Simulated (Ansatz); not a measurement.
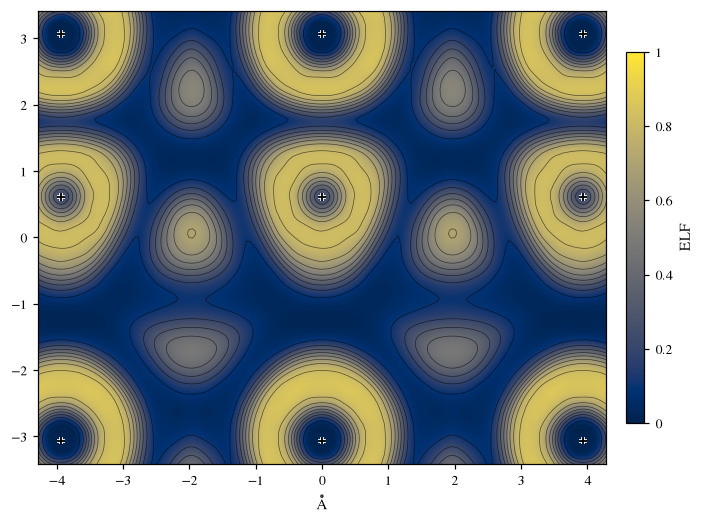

The electron localisation function on a plane through atoms (crosses mark nuclei in the plane).

The calculation used DFT r2SCAN, scalar-relativistic, plane waves, PAW (Ansatz).

Candidates:
A. La₂O₃, a = 3.94 Å, b = 3.94 Å, c = 6.13 Å, α = 90.00°, β = 90.00°, γ = 120.00°. Space group P-3m1; a structure from a database of computed crystals, not necessarily the ambient phase.
B. Si, a = 5.44 Å, b = 5.44 Å, c = 5.44 Å, α = 90.00°, β = 90.00°, γ = 90.00°. Space group Fd-3m; a structure from a database of computed crystals, not necessarily the ambient phase.

### Which candidate gave the map?

Candidate A: La₂O₃ on the (100) plane of the conventional cell, which holds La and O. La–O (2.45 Å): the ELF is about 0.25 at the midpoint; an ionic contact with no shared pair.
